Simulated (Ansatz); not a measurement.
```
Si N
1.0
     6.65037    0.00000    0.00000
     0.00000    6.65037    0.00000
     0.00000    0.00000    6.65037
Si N
12 16
Direct
  0.87500 0.00000 0.25000
  0.37500 0.50000 0.75000
  0.25000 0.87500 0.00000
  0.75000 0.37500 0.50000
  0.12500 0.50000 0.25000
  0.62500 0.00000 0.75000
  0.25000 0.12500 0.50000
  0.75000 0.62500 0.00000
  0.00000 0.25000 0.87500
  0.50000 0.75000 0.37500
  0.50000 0.25000 0.12500
  0.00000 0.75000 0.62500
  0.28402 0.28402 0.28402
  0.78402 0.78402 0.78402
  0.03402 0.96598 0.46598
  0.53402 0.46598 0.96598
  0.71598 0.21598 0.28402
  0.21598 0.71598 0.78402
  0.46598 0.03402 0.96598
  0.96598 0.53402 0.46598
  0.28402 0.71598 0.21598
  0.78402 0.21598 0.71598
  0.03402 0.03402 0.03402
  0.53402 0.53402 0.53402
  0.21598 0.28402 0.71598
  0.71598 0.78402 0.21598
  0.96598 0.46598 0.03402
  0.46598 0.96598 0.53402
```

Space group I-43d; changed on purpose from its base cell (volume × 1.10, shape and atoms relaxed); computed pressure about −22 GPa in this cell.

Level of theory: Ansatz, DFT r2SCAN, scalar-relativistic, plane waves, PAW.

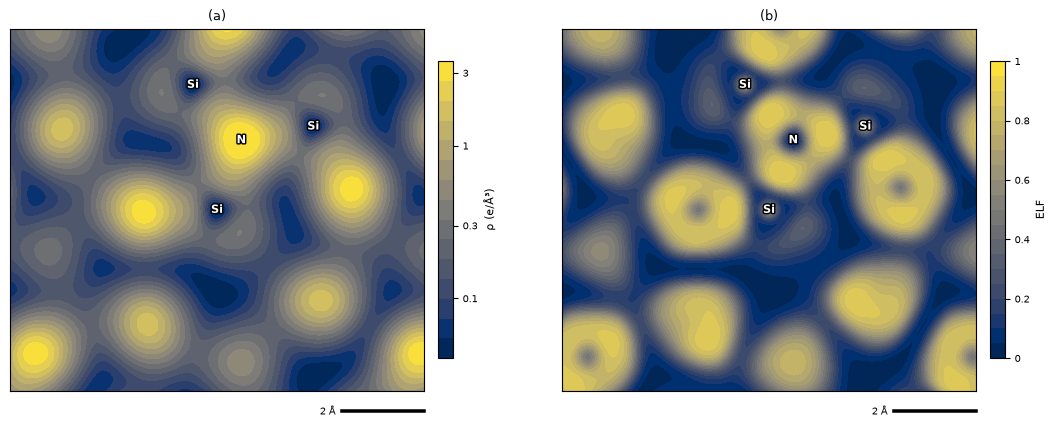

Si₃N₄. (a) valence pseudo-density; (b) electron localisation function on the (111) plane of the conventional cell.

In a PAW calculation such maps are meaningful between the atoms, not at the nuclei.

**What does the map show?**

Atoms in the plane: Si and N. Atoms just off the plane (N, 0.3 Å away) can leave unmarked features too. Si–N (1.80 Å): the density is about 0.99 e/Å³ at the midpoint; the ELF peaks at about 0.90 between the atoms; a shared but strongly polarised pair. Between the atoms the lowest density in this plane is 0.04 e/Å³.

**Does the calculation make it a metal, or give it a gap?**

It is gapped, with a Kohn–Sham gap of 4.3 eV on the k-point mesh (the band edges may lie off the mesh, which would make the gap smaller).
